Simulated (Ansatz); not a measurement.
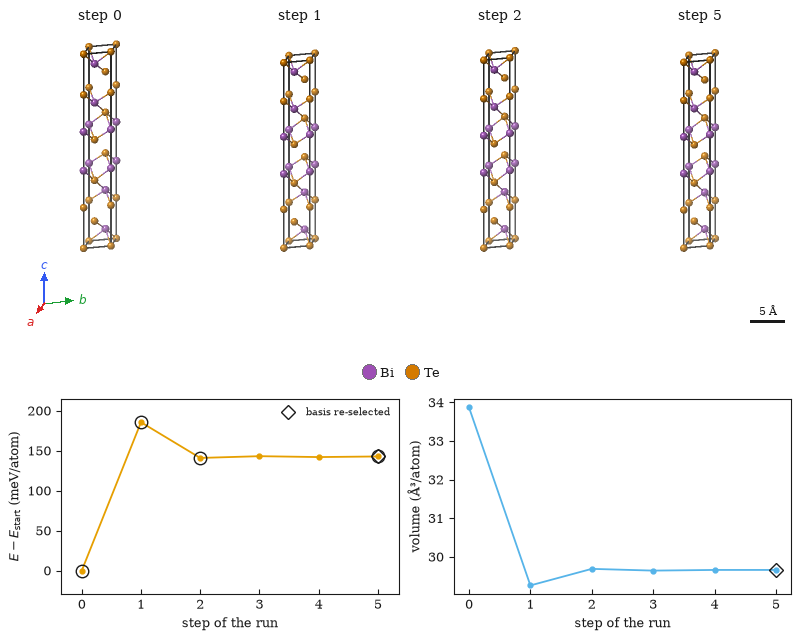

Frames of a relaxation of a crystal of Bi2Te3 (set up in R-3m), marked on the history of the run. The picture is a ball-and-stick view of the conventional cell (3 times the calculation's cell), seen slightly off an axis. Lengths and directions refer to the drawn axes.

The run lets cell and atoms move.

Theory: Kohn-Sham DFT of a periodic cell, PBE, Ansatz PAW (Ansatz).

Input file:
```yaml
crystal:
  lattice:
    - [2.193, 1.2661291403, 10.1656666667]
    - [-2.193, 1.2661291403, 10.1656666667]
    - [0.0, -2.5322582807, 10.1656666667]
  atoms:
    - { symbol: Bi, position: [0.6, 0.6, 0.6] }
    - { symbol: Bi, position: [0.4, 0.4, 0.4] }
    - { symbol: Te, position: [0.7905, 0.7905, 0.7905] }
    - { symbol: Te, position: [0.2095, 0.2095, 0.2095] }
    - { symbol: Te, position: [0.0, 0.0, 0.0] }
hamiltonian:
  xc: pbe
  pseudopotentials: { kind: paw }
kpoints:
  mp_grid: { grid: [7, 7, 7] }
scf:
  occupations: { method: fermi_dirac, width: 0.05 }
output:
  forces: true
  stress: true
  eigenvalues: true
  write_density: true
  write_potential: true
  elf: true
  volumetric_format: npy
relax:
  f_tol: 0.01
  max_steps: 40
  cell: { stress_tol: 0.05, p_target: 10.0 }
```

Run as
```bash
ansatz run input.yaml --threads 2 --pin off --max-ram 5632MiB --backend cpu --events-out ev --progress --plain --runs-dir out
```

**Describe the path.**

The energy rises by 143 meV per atom in 4 accepted moves (5 points after the start). With the target pressure of 10 GPa, the enthalpy E + pV changes by −120 meV per atom. Largest force component: 0.042 eV/Å at the start, 0.0026 eV/Å at the end. Pressure: 1.90 GPa at the start and 9.99 GPa at the end. At 1 point the geometry stayed and the basis and grid were re-selected for the new cell (energy shift of 0.8 meV per atom at most each time). The largest moves relative to the cell, 0.13 Å, are those of Te atoms. Largest moves by element: Te 0.13 Å, Bi 0.04 Å. The volume changes by −12.4 %, with a = b 4.386 → 4.197 Å (−4.3 %), c 30.497 → 29.164 Å (−4.4 %). Some distances before and after: Te–Te 3.638 → 3.300 Å, Bi–Te 3.247 → 3.129 Å, Bi–Te 3.074 → 2.995 Å. Bond angles that change, for instance: Bi–Te–Bi 91.0° → 88.9°, Te–Bi–Te 91.0° → 88.9°. The space group stays R-3m (No. 166). From step 0 to 1: Te atoms move most (0.02 Å), volume −13.6 %, energy +186 meV per atom. From step 1 to 2: Te atoms move most (0.10 Å), volume +1.5 %, energy −44.7 meV per atom. From step 2 to 5: energy +1.9 meV per atom.

| step | E − E(0), meV/atom | largest force component, eV/Å | pressure, GPa | volume, Å³/atom | note |
| --- | --- | --- | --- | --- | --- |
| 0 | 0.00 | 0.0420 | 1.90 | 33.871 |  |
| 1 | 185.59 | 0.8214 | 12.61 | 29.258 |  |
| 2 | 140.93 | 0.0447 | 9.81 | 29.687 |  |
| 3 | 143.13 | 0.0135 | 10.02 | 29.642 |  |
| 4 | 142.02 | 0.0024 | 10.00 | 29.659 |  |
| 5 | 142.79 | 0.0026 | 9.99 | 29.659 | same geometry, new basis |
